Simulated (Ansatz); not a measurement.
Take the following structure.

```
Si O
1.0
     5.26813    0.00000    0.00000
     0.00000    7.21443    0.00000
     0.00000    0.00000    8.82658
Si O
8 16
Cartesian
  0.0000 0.2385 7.2573
  2.6341 0.2385 5.9826
  0.0000 6.9759 1.5693
  2.6341 6.9759 2.8440
  2.6341 3.8457 2.8440
  0.0000 3.8457 1.5693
  2.6341 3.3687 5.9826
  0.0000 3.3687 7.2573
  2.6341 5.4108 2.5222
  2.6341 1.8036 6.3044
  3.9511 6.7946 6.6199
  3.9511 0.4198 2.2066
  1.3170 0.4198 2.2066
  1.3170 6.7946 6.6199
  0.0000 0.0000 0.0000
  2.6341 0.0000 4.4133
  0.0000 1.8036 6.9355
  0.0000 5.4108 1.8911
  1.3170 3.1874 2.2066
  1.3170 4.0271 6.6199
  3.9511 4.0271 6.6199
  3.9511 3.1874 2.2066
  2.6341 3.6072 4.4133
  0.0000 3.6072 0.0000
```

What does this file describe?

Answer. The material is SiO₂. Space group: Imma (No. 74). Lattice: body-centred orthorhombic. The cell comprises 8 formula units: 8 Si, 16 O. The polyhedra are SiO4 tetrahedra; they share corners. Si sits among four O in a tetrahedral arrangement at 1.59 to 1.60 Å. Every O atom has two Si at 1.59 to 1.60 Å as neighbours. The bonds build a three-dimensional framework.

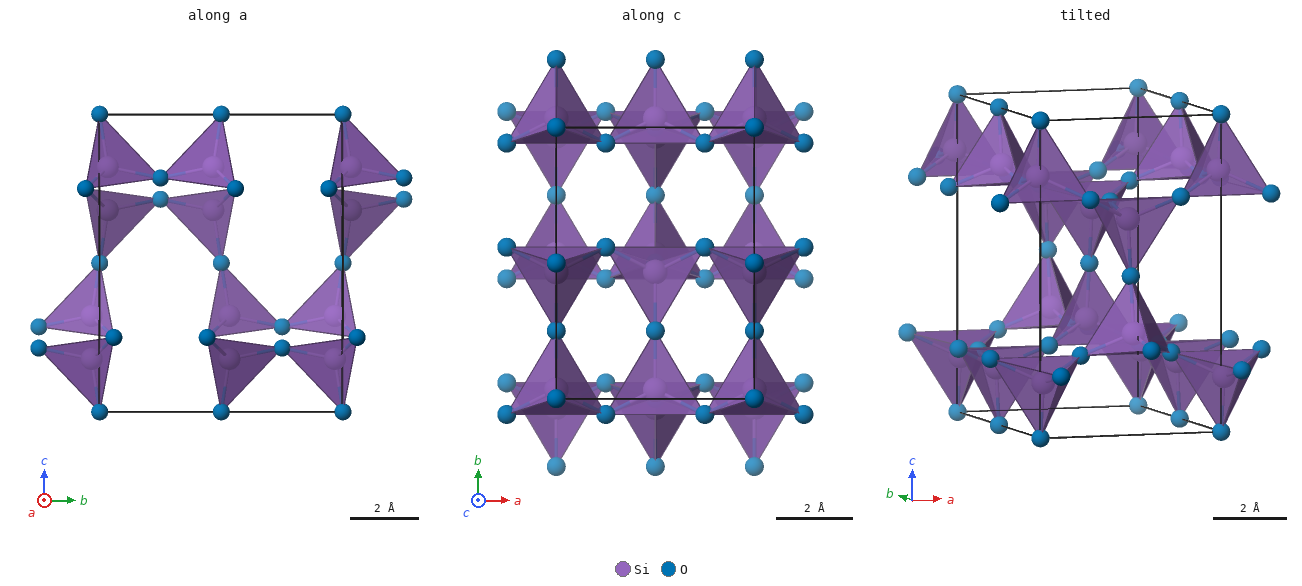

The structure above is drawn in polyhedral style and viewed along the a axis, along the c axis and slightly off an axis. The edges of the conventional unit cell are marked. Some atoms of the next cells are drawn as well.

The initial geometry was a structure listed in the Materials Project. It was relaxed with Ansatz 0.2.0, DFT LDA, scalar-relativistic, plane waves, PAW under a constraint or pressure on the cell, so some stress remains.
